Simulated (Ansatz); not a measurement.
**Geometry relaxation, with input and output: Co$_{2}$Si$_{3}$**

System: Co$_{2}$Si$_{3}$ (5 atoms in the cell).
Method: DFT PBE, scalar-relativistic, plane waves, PAW, no spin polarisation (Ansatz 0.2.0).

The structure was built on a prototype by a generator; it need not be a known phase. It belongs to a series of runs on one base structure; here: A-type sesquioxide type (P-3m1, No. 164).

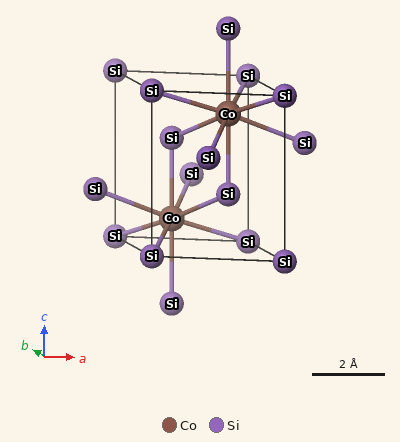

The starting structure (ball-and-stick view of the cell of the calculation, seen slightly off an axis; bonded neighbours outside the cell are drawn too).

### Results in brief

```csv
quantity,value
outcome,converged
space group (tolerance 0.01 Å),P-3m1 (164)
electrons treated,46
free energy,−12162.0374 eV
Fermi energy,15.087 eV
gap on the k-point mesh,none (metallic)
pressure,−0.01 GPa
final volume,59.80 Å³
largest force (length of the vector) at the end,0.005 eV/Å
final cell,"a = 3.848 Å, b = 3.848 Å, c = 4.663 Å, α = 90.00°, β = 90.00°, γ = 120.00°"
hardware,"1 thread of Intel Xeon (Granite Rapids), 192 GiB of memory available, shared host"
wall time,24 s
peak memory,0.5 GiB
```

### Notes

The run has no spin polarisation, so a magnetic state may lie lower.

### Input file
```yaml
crystal:
  lattice:
    - [3.83581649, 0.0, 0.0]
    - [-1.917908245, 3.3219145246, 0.0]
    - [0.0, 0.0, 4.6848755824]
  atoms:
    - { symbol: Co, position: [0.3333333333, 0.6666666667, 0.1582096384] }
    - { symbol: Co, position: [0.6666666667, 0.3333333333, 0.8417903616] }
    - { symbol: Si, position: [0.0, 0.0, 0.0] }
    - { symbol: Si, position: [0.3333333333, 0.6666666667, 0.6450783458] }
    - { symbol: Si, position: [0.6666666667, 0.3333333333, 0.3549216542] }
basis:
  ecutwfc: 420
kpoints:
  mp_grid: { grid: [12, 12, 8] }
hamiltonian:
  xc: pbe
scf:
  occupations: { method: gaussian, width: 0.1 }
output:
  forces: true
  stress: true
  eigenvalues: true
relax:
  adjacent_minimum: "off"
  f_tol: 0.01
  max_steps: 80
  cell: { stress_tol: 0.05 }
```

Launch command:
```bash
ansatz run input.yaml --threads 1 --pin off --max-ram 2560MiB --backend cpu --events-out ev --progress --plain --runs-dir out
```

### What the program printed
```
Engine: ansatz 0.2.0, x86_64-unknown-linux-gnu
Pseudopotentials: kind: paw
Pseudopotential: Co, paw, valence charge 17, recommended cutoff 420 eV (normal), Co.paw.azcp
Pseudopotential: Si, paw, valence charge 4, recommended cutoff 420 eV (normal), Si.paw.azcp
Functional definition: PBE
  parameter kappa = 0.804
  parameter beta = 0.06672455060314922
  exchange = pbe_x(kappa = kappa, mu = beta*pi^2/3)
  correlation = pbe_c(beta = beta)
Crystal: 5 atoms, lattice volume = 59.696 Å³
Basis set: ecut = 420 eV, 1143 PW (Γ), exchange–correlation on 54×54×64 points (8 copies of the dense FFT grid, shifted against one another)
Bands: 28, of which v1, the nominal top of the filled ones, is band 23 counted from 1 (22 counted from 0)
Symmetry: 12 space group operations
Space group: P-3m1 (ITA 164), of the structure as read, at distance tolerance 3.9e-5 Å
k-points: 131 of 1152
Non-local potential: Co, projectors of the file, l = 0: 3, l = 1: 2, l = 2: 3, l = 3: 1
Non-local potential: Si, projectors of the file, l = 0: 2, l = 1: 2, l = 2: 2
PAW form: soft (Blöchl's): semilocal exchange-correlation on the pseudo side does not see the compensation charge
PAW one-centre angular grid: Co, 590 points (default); XC on 64 Gauss nodes
PAW one-centre angular grid: Si, 110 points (default); XC on 64 Gauss nodes
Initial density: superposition of atomic densities (neutral atoms: chi_scale 0, normalization atom), corrected by the library's trained network
Initial wavefunctions: pseudopotential atomic-orbital guess
Functional: x = pbe(κ = 0.804, μ = 0.2195149727645171), c = pbe(β = 0.06672455060314922)
SCF iter   1: F=—  HF=-12162.036583 eV  |F-HF|=—  |Δ(HF+E_count)|=         —  Δρ=4.00e-3  dr2=8.07e-3  ethr=1.77e-3  ⟨swp⟩=6.0  Hψ=16230  notcnv=0
preconditioner: auto → Kerker (q_TF=auto, 2.612 Å⁻¹)  [metal: Δε(μ)=0.016 eV  Ē_g=6.809 eV  σ=0.100 eV  W_gap=0.09  n_scr=20 (ndim 8)  ℏωp=26.3 eV  f_vac=0.001  D(μ)=1.80/eV (n_scr^D=20)]
SCF iter   2: F=—  HF=-12162.036334 eV  |F-HF|=—  |Δ(HF+E_count)|=   2.49e-4  Δρ=2.50e-3  dr2=2.59e-3  ethr=1.75e-5  ⟨swp⟩=2.1  Hψ=6339  notcnv=0
SCF iter   3: F=—  HF=-12162.035919 eV  |F-HF|=—  |Δ(HF+E_count)|=   4.15e-4  Δρ=1.02e-3  dr2=5.86e-4  ethr=5.64e-6  ⟨swp⟩=2.1  Hψ=5083  notcnv=0
SCF iter   4: F=—  HF=-12162.035846 eV  |F-HF|=—  |Δ(HF+E_count)|=   7.29e-5  Δρ=3.23e-4  dr2=3.96e-5  ethr=1.27e-6  ⟨swp⟩=2.5  Hψ=5394  notcnv=0
SCF iter   5: F=—  HF=-12162.035747 eV  |F-HF|=—  |Δ(HF+E_count)|=   9.96e-5  Δρ=1.41e-4  dr2=9.24e-6  ethr=8.60e-8  ⟨swp⟩=1.3  Hψ=3946  notcnv=0
SCF iter   6: F=—  HF=-12162.035747 eV  |F-HF|=—  |Δ(HF+E_count)|=   5.97e-8  Δρ=1.71e-5  dr2=1.99e-7  ethr=2.01e-8  ⟨swp⟩=1.7  Hψ=4449  notcnv=0
SCF iter   7: F=—  HF=-12162.035747 eV  |F-HF|=—  |Δ(HF+E_count)|=   8.73e-8  Δρ=1.99e-5  dr2=2.01e-7  ethr=2.17e-10  ⟨swp⟩=7.4  Hψ=16178  notcnv=0
SCF iter   8: F=-12162.035747 eV  HF=-12162.035747 eV  |F-HF|=3.95e-8  |Δ(HF+E_count)|=   4.12e-9  Δρ=9.09e-6  dr2=3.98e-8  ethr=2.17e-10  ⟨swp⟩=3.0  Hψ=12564  notcnv=0
SCF 1 converged in 8 iterations: F = -12162.035747 eV  dr2 = 3.98e-8
  greatest PAW one-centre occupation: 1.000 electrons in one spin orbital (limit 2), on the Co atom at site 1 (counted from 0), in its partial waves of l = 1
relax step   1: F+E_penalty+E_count = -12162.03574686 eV  Δ(F+E_penalty+E_count) = +0.000e0 eV  max|allowed force component| = 1.474e-2 eV/Å  Δτ_max = 0.0000 Å  P = +0.251 GPa  Ω = 59.696 Å³  (8 SCF iters, dr2 threshold 1.00e-7 eV, accepted)
Crystal: 5 atoms, lattice volume = 59.744 Å³
Initial density: handed on by an earlier stage of this run
Initial wavefunctions: those handed on with the density
iter 1 solved again at ethr=1.23e-7 eV; its pass at ethr=3.10e-3 eV (dr2=5.64e-5 eV) is discarded
SCF iter   1: F=—  HF=-12162.036701 eV  |F-HF|=—  |Δ(HF+E_count)|=         —  Δρ=3.97e-4  dr2=7.26e-5  ethr=1.23e-7  ⟨swp⟩=2.7  Hψ=18085  notcnv=0
preconditioner: auto → Kerker (q_TF=auto, 2.612 Å⁻¹)  [metal: Δε(μ)=0.019 eV  Ē_g=6.802 eV  σ=0.100 eV  W_gap=0.11  n_scr=20 (ndim 8)  ℏωp=26.3 eV  f_vac=0.000  D(μ)=1.81/eV (n_scr^D=20)]
SCF iter   2: F=—  HF=-12162.036600 eV  |F-HF|=—  |Δ(HF+E_count)|=   1.01e-4  Δρ=2.06e-4  dr2=2.10e-5  ethr=1.23e-7  ⟨swp⟩=1.0  Hψ=3668  notcnv=0
SCF iter   3: F=—  HF=-12162.036593 eV  |F-HF|=—  |Δ(HF+E_count)|=   6.67e-6  Δρ=6.23e-5  dr2=1.87e-6  ethr=4.57e-8  ⟨swp⟩=2.6  Hψ=5557  notcnv=0
iter 4 did not close the SCF: its close was put off for the readings that it lacked (scf_convergence_deferred on its scf_iter line)
SCF iter   4: F=-12162.036592 eV  HF=-12162.036592 eV  |F-HF|=5.52e-8  |Δ(HF+E_count)|=   4.07e-7  Δρ=1.57e-5  dr2=9.89e-8  ethr=4.06e-9  ⟨swp⟩=2.3  Hψ=5215  notcnv=0
iter 5 did not close the SCF: its close was put off for the readings that it lacked (scf_convergence_deferred on its scf_iter line)
SCF iter   5: F=-12162.036592 eV  HF=-12162.036592 eV  |F-HF|=3.95e-10  |Δ(HF+E_count)|=   6.44e-9  Δρ=1.99e-6  dr2=1.26e-9  ethr=2.15e-10  ⟨swp⟩=2.2  Hψ=5360  notcnv=0
SCF iter   6: F=-12162.036592 eV  HF=-12162.036592 eV  |F-HF|=6.08e-10  |Δ(HF+E_count)|=   1.03e-9  Δρ=1.38e-6  dr2=8.28e-10  ethr=2.75e-12  ⟨swp⟩=1.0  Hψ=10924  notcnv=0
SCF 2 converged in 6 iterations: F = -12162.036592 eV  dr2 = 8.28e-10
relax step   2: F+E_penalty+E_count = -12162.03659242 eV  Δ(F+E_penalty+E_count) = -8.456e-4 eV  max|allowed force component| = 2.133e-2 eV/Å  Δτ_max = 0.0008 Å  P = +0.113 GPa  Ω = 59.744 Å³  energy of the carried Pulay correction = -2.376e-5 eV  (6 SCF iters, dr2 threshold 5.00e-7 eV, accepted)
Crystal: 5 atoms, lattice volume = 59.796 Å³
Basis set: ecut = 420 eV, 1155 PW (Γ), exchange–correlation on 54×54×64 points (8 copies of the dense FFT grid, shifted against one another)
iter 1 solved again at ethr=1.49e-6 eV; its pass at ethr=3.10e-3 eV (dr2=6.86e-4 eV) is discarded
SCF iter   1: F=—  HF=-12162.037605 eV  |F-HF|=—  |Δ(HF+E_count)|=         —  Δρ=1.03e-3  dr2=7.42e-4  ethr=1.49e-6  ⟨swp⟩=2.0  Hψ=18298  notcnv=0
preconditioner: auto → Kerker (q_TF=auto, 2.612 Å⁻¹)  [metal: Δε(μ)=0.020 eV  Ē_g=6.801 eV  σ=0.100 eV  W_gap=0.11  n_scr=20 (ndim 8)  ℏωp=26.3 eV  f_vac=0.000  D(μ)=1.81/eV (n_scr^D=20)]
SCF iter   2: F=—  HF=-12162.037493 eV  |F-HF|=—  |Δ(HF+E_count)|=   1.12e-4  Δρ=5.46e-4  dr2=2.47e-4  ethr=1.49e-6  ⟨swp⟩=1.0  Hψ=3668  notcnv=0
SCF iter   3: F=—  HF=-12162.037336 eV  |F-HF|=—  |Δ(HF+E_count)|=   1.58e-4  Δρ=1.71e-4  dr2=2.06e-5  ethr=5.37e-7  ⟨swp⟩=2.2  Hψ=5307  notcnv=0
SCF iter   4: F=—  HF=-12162.037331 eV  |F-HF|=—  |Δ(HF+E_count)|=   4.18e-6  Δρ=4.49e-5  dr2=1.18e-6  ethr=4.48e-8  ⟨swp⟩=2.3  Hψ=5193  notcnv=0
iter 5 did not close the SCF: its close was put off for the readings that it lacked (scf_convergence_deferred on its scf_iter line)
SCF iter   5: F=-12162.037331 eV  HF=-12162.037331 eV  |F-HF|=2.30e-8  |Δ(HF+E_count)|=   2.97e-7  Δρ=9.11e-6  dr2=6.87e-8  ethr=2.57e-9  ⟨swp⟩=2.0  Hψ=5402  notcnv=0
SCF iter   6: F=-12162.037331 eV  HF=-12162.037331 eV  |F-HF|=2.06e-8  |Δ(HF+E_count)|=   8.83e-9  Δρ=6.20e-6  dr2=3.12e-8  ethr=1.49e-10  ⟨swp⟩=2.1  Hψ=11847  notcnv=0
the search or the solves at the SCF's close seem to have found levels that the self-consistency loop had missed (the run counts 1). By its estimate they hold under 1e-12 electrons; where the run keeps them, the occupations were computed again with them
SCF 3 converged in 6 iterations: F = -12162.037331 eV  dr2 = 3.12e-8
relax step   3: F+E_penalty+E_count = -12162.03733101 eV  Δ(F+E_penalty+E_count) = -7.386e-4 eV  max|allowed force component| = 4.969e-3 eV/Å  Δτ_max = 0.0036 Å  P = -0.010 GPa  Ω = 59.796 Å³  energy of the carried Pulay correction = -4.966e-5 eV  (6 SCF iters, dr2 threshold 5.00e-7 eV, accepted)
Initial wavefunctions: pseudopotential atomic-orbital guess (no wavefunctions were taken with the density)
iter 1 solved again at ethr=1.22e-6 eV; its pass at ethr=3.10e-3 eV (dr2=5.62e-4 eV) is discarded
SCF iter   1: F=—  HF=-12162.037466 eV  |F-HF|=—  |Δ(HF+E_count)|=         —  Δρ=7.65e-5  dr2=1.10e-7  ethr=1.22e-6  ⟨swp⟩=3.0  Hψ=25053  notcnv=0
eigensolver tolerance schedule: the retry pair's looser diagonalisation over-reported the residual by 5117.88 of it (diagonalisation noise at an unbounded share of the residual, at the tolerance the schedule requests for it); recorded, not acted on — ethr = c·dr2/N_el stays at c = 1.0e-1
preconditioner: auto → Kerker (q_TF=auto, 2.612 Å⁻¹)  [metal: Δε(μ)=0.018 eV  Ē_g=6.800 eV  σ=0.100 eV  W_gap=0.10  n_scr=20 (ndim 8)  ℏωp=26.3 eV  f_vac=0.000  D(μ)=1.81/eV (n_scr^D=20)]
SCF iter   2: F=—  HF=-12162.037393 eV  |F-HF|=—  |Δ(HF+E_count)|=   7.34e-5  Δρ=3.90e-5  dr2=3.42e-8  ethr=2.38e-10  ⟨swp⟩=2.9  Hψ=7513  notcnv=0
SCF iter   3: F=—  HF=-12162.037396 eV  |F-HF|=—  |Δ(HF+E_count)|=   3.35e-6  Δρ=1.57e-6  dr2=1.96e-9  ethr=7.43e-11  ⟨swp⟩=1.0  Hψ=3668  notcnv=0
SCF iter   4: F=—  HF=-12162.037396 eV  |F-HF|=—  |Δ(HF+E_count)|=  2.13e-10  Δρ=1.12e-6  dr2=1.06e-9  ethr=4.25e-12  ⟨swp⟩=2.3  Hψ=6556  notcnv=0
SCF iter   5: F=—  HF=-12162.037396 eV  |F-HF|=—  |Δ(HF+E_count)|=  1.95e-10  Δρ=5.34e-7  dr2=2.59e-10  ethr=2.29e-12  ⟨swp⟩=1.1  Hψ=3747  notcnv=0
SCF iter   6: F=-12162.037396 eV  HF=-12162.037396 eV  |F-HF|=1.82e-12  |Δ(HF+E_count)|=  7.46e-11  Δρ=9.78e-8  dr2=2.37e-12  ethr=1.00e-12  ⟨swp⟩=3.3  Hψ=14768  notcnv=0
SCF 4 converged in 6 iterations: F = -12162.037396 eV  dr2 = 2.37e-12
relax step   4: F+E_penalty+E_count = -12162.03739638 eV  Δ(F+E_penalty+E_count) = -6.538e-5 eV  max|allowed force component| = 4.854e-3 eV/Å  Δτ_max = 0.0000 Å  P = -0.009 GPa  Ω = 59.796 Å³  stress off target by 1.90e-2 GPa  SCF on the basis re-selected at this cell (its energy is not comparable with the rows above)  (6 SCF iters)
```

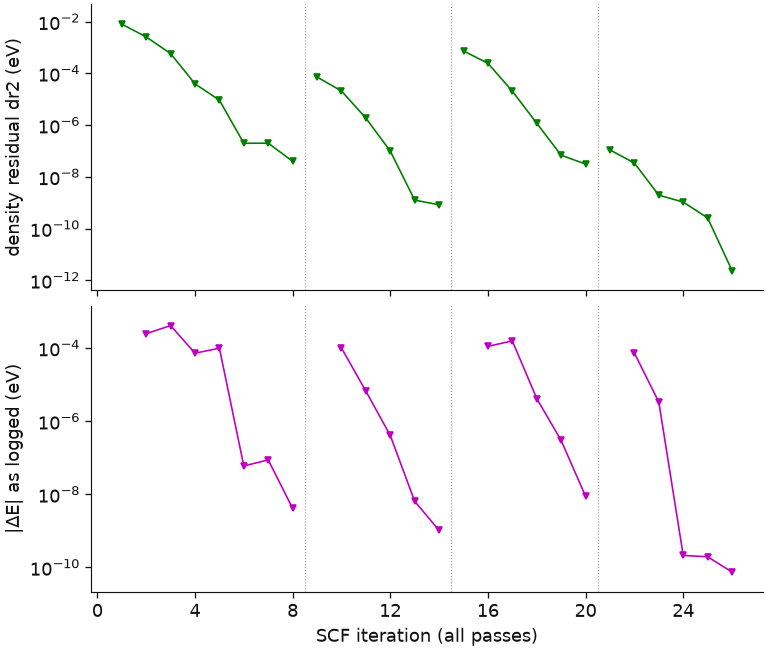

Convergence of the self-consistent field: density residual dr2 and size of the energy change against the SCF iteration. The dotted lines part the SCF passes of the relaxation: geometry steps, rejected trials and re-solves on a re-selected basis. The passes take 8, 6, 6 and 6 iterations.

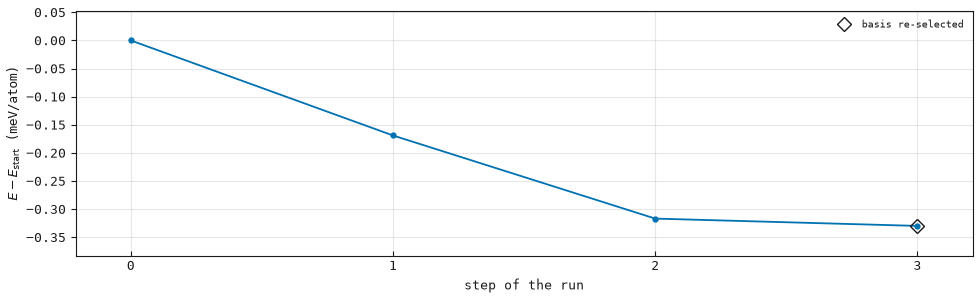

Progress of the relaxation, step by step (the first geometry is step 0 here and step 1 in the log). The largest moves relative to the cell, 0.004 Å, are those of Co1 and Co2. Si stays in place. After 2 geometry steps the energy has fallen by 0.3 meV per atom. Largest force component: 0.015 eV/Å at the start, 0.0049 eV/Å at the end. The pressure goes from 0.25 to −0.01 GPa. A last SCF at the same geometry on a re-selected plane-wave basis shifts the energy by next to nothing (0.0 meV per atom). (Atoms are counted from 1 in the order of the input.)

```
basis re-selected at this cell: Δ(F+E_penalty+E_count) = -6.538e-5 eV, ΔP = +0.002 GPa vs the last step (what re-selecting the basis moved, of the pressure what is left beyond the Pulay correction that the steps carried, after the strain that the cell walked since its last selection, with what the two solves' SCF thresholds leave and, on support functions, any second-order correction that the steps lacked; it is no measure of the basis error at this ecutwfc). This SCF's stress stands 1.90e-2 GPa from its target on what of the cell is left free (relax.cell.stress_tol is 5.00e-2 GPa) and its largest allowed force component is 4.85e-3 eV/Å (relax.f_tol is 1.00e-2 eV/Å): within both
SCF converged after 6 iterations
Free energy (F): -12162.037396 eV
Harris-Foulkes:  -12162.037396 eV  (|F-HF|=1.82e-12)
Internal energy: -12162.028339 eV  (E = F + TS)
E sigma→0 (E₀):  -12162.032868 eV
Entropy (-TS):   -0.009057 eV (-1.811 meV/atom)
Fermi energy:    15.087359 eV
--- Per-component energies (eV) ---
  E_band       = -529.552237
  E_kinetic    = 1050.354223
  E_local      = -8079.911310  (includes V_loc(G=0)·N_el)
  E_nonlocal   = 982.581697
  E_hartree    = 3535.431252
  E_xc         = -491.464360
  E_vxc        = -561.627190  (∫ρ·V_xc dr)
  E_paw        = -4571.815168  (= ΣΔE_a)
  E_vpaw       = -991.812307  (= ΣTr[D̂ρ^β])
  E_aug_tail   = 0.000192  (compensation charges beyond the density's cutoff)
  E_ewald      = -4587.204864
  E_smearing   = -0.009057  (= −TS)
  E_closure    = 0.000000  (closes the sum)
  Σ components = -12162.037396   (vs F -12162.037396, Δ=0.00e0)
--- Forces (eV/Å), atoms counted from 1 ---
  atom   1  Co     0.00000000    -0.00000000    -0.00485391
  atom   2  Co     0.00000000     0.00000000     0.00485391
  atom   3  Si     0.00000000    -0.00000000     0.00000000
  atom   4  Si    -0.00000000     0.00000000    -0.00189188
  atom   5  Si     0.00000000    -0.00000000     0.00189188
  max |Σ_I F_I| component: 1.05e-30 eV/Å
--- Stress (GPa, compression-positive) ---
       -0.018982       0.000000       0.000000
        0.000000      -0.018982      -0.000000
        0.000000      -0.000000       0.011493
  P = ⅓ Tr σ = -0.0088 GPa (-0.088 kbar)
--- Band table (eV; the first three rows and the last of 131) ---
  k-point 0: bands = ["-80.3123", "-80.3001", "-43.6867", "-43.6533", "-43.6293", "-43.6293", "-43.5897", "-43.5897", "0.9701", "6.7364", "6.8778", "9.8630", "9.8630", "11.1700", "11.1700", "11.8646", "11.8646", "12.5925", "13.2453", "13.2453", "13.4005", "15.0507", "15.0507", "16.2986", "17.2415", "17.2655", "17.2655", "19.1703"]
  k-point 1: bands = ["-80.3123", "-80.3001", "-43.6866", "-43.6535", "-43.6293", "-43.6293", "-43.5897", "-43.5897", "1.0753", "5.6578", "7.8913", "9.8274", "9.8274", "11.1608", "11.1608", "11.9376", "11.9376", "12.4980", "13.2684", "13.2684", "13.7893", "15.1045", "15.1045", "15.9681", "17.2792", "17.2792", "17.3662", "18.9026"]
  k-point 2: bands = ["-80.3123", "-80.3001", "-43.6865", "-43.6539", "-43.6292", "-43.6292", "-43.5897", "-43.5897", "1.3881", "4.5418", "8.8041", "9.7493", "9.7493", "11.1297", "11.1297", "12.1457", "12.1457", "12.4152", "13.2723", "13.2723", "14.6430", "15.2976", "15.2976", "15.3980", "17.3119", "17.3119", "17.4822", "18.3303"]
  k-point 130: bands = ["-80.3061", "-80.3061", "-43.6794", "-43.6794", "-43.6373", "-43.6013", "-43.6013", "-43.5837", "5.6734", "5.8335", "5.8335", "7.5271", "7.5271", "8.1433", "11.3964", "11.3964", "12.1376", "12.5635", "12.9284", "12.9819", "12.9819", "13.5144", "13.5144", "14.9354", "18.3743", "19.8131", "19.8131", "20.4337"]
--- Relaxed structure (3 steps of the walk, 3 accepted, 1 SCFs on fresh bases) ---
  F+E_penalty+E_count = -12162.03739638 eV   max|allowed force component| = 4.854e-3 eV/Å   (the final SCF, on the basis selected at the relaxed cell)
  cell:  # Å, volume = 59.7958 Å³
    - [3.847897206971774, -3.7804792392373576e-34, -7.161763622169833e-19]
    - [-1.923948603485887, 3.3323767323887448, 3.5808818110849163e-19]
    - [-8.747022076752175e-19, -5.771611768913306e-35, 4.663297712694634]
  atoms:
    - { symbol: Co, position: [0.3333333333333333, 0.6666666666666666, 0.15727073889612803] }
    - { symbol: Co, position: [0.6666666666666666, 0.3333333333333333, 0.842729261103872] }
    - { symbol: Si, position: [6.315039338984941e-37, -5.797650511855106e-36, -5.785650832215282e-22] }
    - { symbol: Si, position: [0.3333333333333333, 0.6666666666666666, 0.6450738873288402] }
    - { symbol: Si, position: [0.6666666666666666, 0.3333333333333333, 0.35492611267115987] }
```

### Trajectory as extended XYZ (Å, eV, eV/Å), 4 frames, from step=1 to step=4
```
5
Lattice="3.8358 0.0000 0.0000 -1.9179 3.3219 0.0000 0.0000 0.0000 4.6849" Properties=species:S:1:pos:R:3:forces:R:3 step=1 energy=-12162.03575 pressure_GPa=0.25
Co    0.0000    2.2146    0.7412    0.0000   0.0000  -0.0118
Co    1.9179    1.1073    3.9437    0.0000   0.0000   0.0118
Si    0.0000    0.0000    0.0000    0.0000   0.0000   0.0000
Si    0.0000    2.2146    3.0221    0.0000   0.0000  -0.0147
Si    1.9179    1.1073    1.6628    0.0000   0.0000   0.0147
5
Lattice="3.8400 0.0000 0.0000 -1.9200 3.3255 0.0000 0.0000 0.0000 4.6785" Properties=species:S:1:pos:R:3:forces:R:3 step=2 energy=-12162.03659 pressure_GPa=0.11
Co    0.0000    2.2170    0.7394    0.0000   0.0000  -0.0213
Co    1.9200    1.1085    3.9391    0.0000   0.0000   0.0213
Si    0.0000    0.0000    0.0000    0.0000   0.0000   0.0000
Si    0.0000    2.2170    3.0179    0.0000   0.0000  -0.0062
Si    1.9200    1.1085    1.6606    0.0000   0.0000   0.0062
5
Lattice="3.8479 0.0000 0.0000 -1.9239 3.3324 0.0000 0.0000 0.0000 4.6633" Properties=species:S:1:pos:R:3:forces:R:3 step=3 energy=-12162.03733 pressure_GPa=-0.01
Co    0.0000    2.2216    0.7334    0.0000   0.0000  -0.0050
Co    1.9239    1.1108    3.9299    0.0000   0.0000   0.0050
Si    0.0000    0.0000    0.0000    0.0000   0.0000   0.0000
Si    0.0000    2.2216    3.0082    0.0000   0.0000  -0.0019
Si    1.9239    1.1108    1.6551    0.0000   0.0000   0.0019
5
Lattice="3.8479 0.0000 0.0000 -1.9239 3.3324 0.0000 0.0000 0.0000 4.6633" Properties=species:S:1:pos:R:3:forces:R:3 step=4 energy=-12162.03740 pressure_GPa=-0.01
Co    0.0000    2.2216    0.7334    0.0000   0.0000  -0.0049
Co    1.9239    1.1108    3.9299    0.0000   0.0000   0.0049
Si    0.0000    0.0000    0.0000    0.0000   0.0000   0.0000
Si    0.0000    2.2216    3.0082    0.0000   0.0000  -0.0019
Si    1.9239    1.1108    1.6551    0.0000   0.0000   0.0019
```

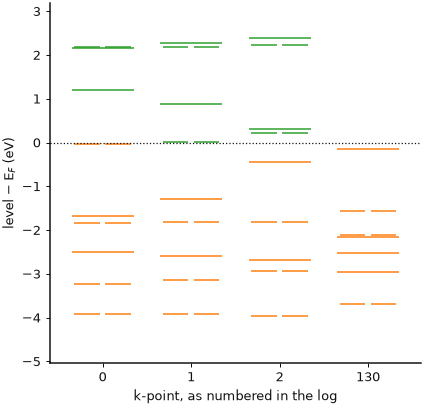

Kohn–Sham levels near the Fermi level (dotted) at the few k-points that the log prints; levels within 0.02 eV of each other stand side by side. The system is metallic on the full mesh.
